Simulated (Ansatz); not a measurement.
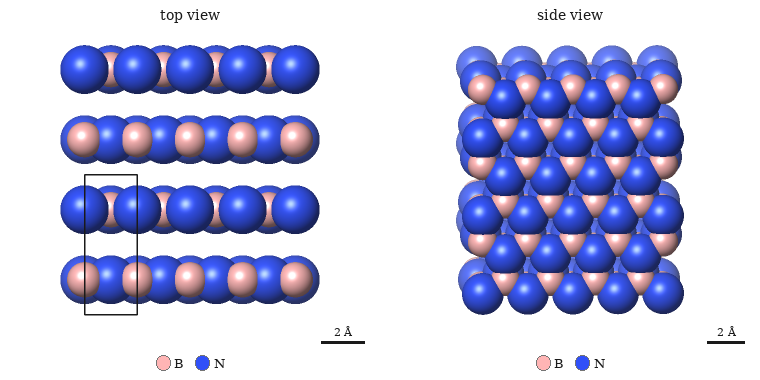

BN(100) (P6_3/mmc bulk, 12 atomic planes (those closer than 0.6 Å count as one), 11 Å, BN-terminated), seen from above and from the side.

The calculation used Ansatz, DFT LDA, scalar-relativistic, plane waves, PAW. Cutoff 420 eV, 23 × 9 k-points, Gaussian smearing 0.05 eV, dipole correction. The slab is a cut without reconstruction beyond its cell, at the source's lattice constants, with its lower half held fixed and the rest relaxed. No spin polarisation. The run couldn't confirm all of its levels under its output density. The run warns that the functional's potential is rough in the thin density of the vacuum, where the tip is; weak contrasts and barriers may feel it.

Model: Tersoff–Hamann, s-wave tip, no tip–sample forces. Bias windows are sharp sums over the levels of the k mesh.

```xyz
24
Lattice="2.5040 0.0000 0.0000 0.0000 6.6612 0.0000 0.0000 0.0000 31.5654" Properties=species:S:1:pos:R:3 pbc="T T T"
B     0.0000    4.9959   10.0000
N     0.0000    1.6653   10.0000
B     1.2520    1.6653   10.7228
N     1.2520    4.9959   10.7228
B     1.2520    4.9959   12.1685
N     1.2520    1.6653   12.1685
B     0.0000    1.6653   12.8914
N     0.0000    4.9959   12.8914
B     0.0000    4.9959   14.3370
N     0.0000    1.6653   14.3370
B     1.2520    1.6653   15.0599
N     1.2520    4.9959   15.0599
B     1.2520    4.9959   16.5022
N     1.2520    1.6653   16.5063
B     0.0000    1.6653   17.2062
N     0.0000    4.9959   17.2114
B     0.0000    4.9959   18.6656
N     0.0000    1.6653   18.6614
B     1.2520    1.6653   19.3423
N     1.2520    4.9959   19.3629
B     1.2520    4.9959   20.8691
N     1.2520    1.6653   20.8323
B     0.0000    1.6653   21.4232
N     0.0000    4.9959   21.4944
```

The last single point, restarted from the relaxation's density, took 2.1 min on 4 threads of Arm Neoverse V2, with other jobs on the host, peak memory 2 GiB.

Q: What does a constant-current image at a set point of 1.3 × 10⁻⁵ e/Å³ show at −0.25 V?

A: The brightest spots lie over the top B atoms; the darkest points are over bridge points of the top N atoms. The corrugation is 15 pm at a mean tip height of 4.0 Å.

Q: What does a constant-current image at a set point of 1.4 × 10⁻⁵ e/Å³ show at +1.50 V?

A: The brightest spots lie over the top B atoms and the N atoms 0.7 Å below the top plane; the darkest points are over points 1.4 Å to the side of the top N atoms. The corrugation is 1.3 Å at a mean tip height of 3.7 Å. So deep a corrugation comes from near-nodes of the density, which a real tip partly fills in.

The computed images, with the atoms seen from above drawn over one corner (deeper ones smaller):

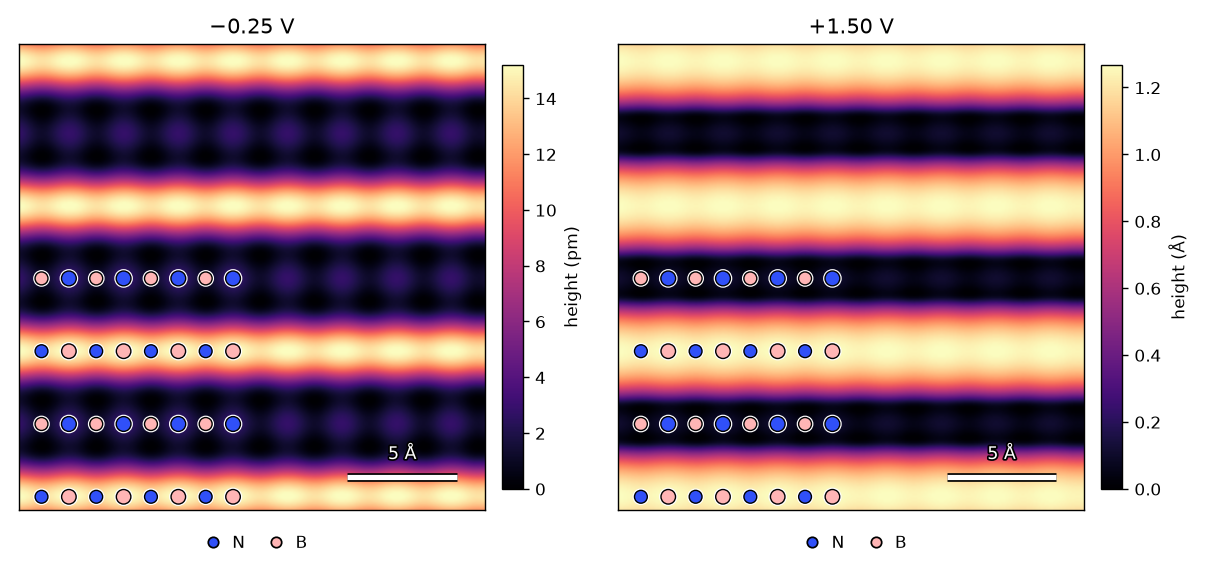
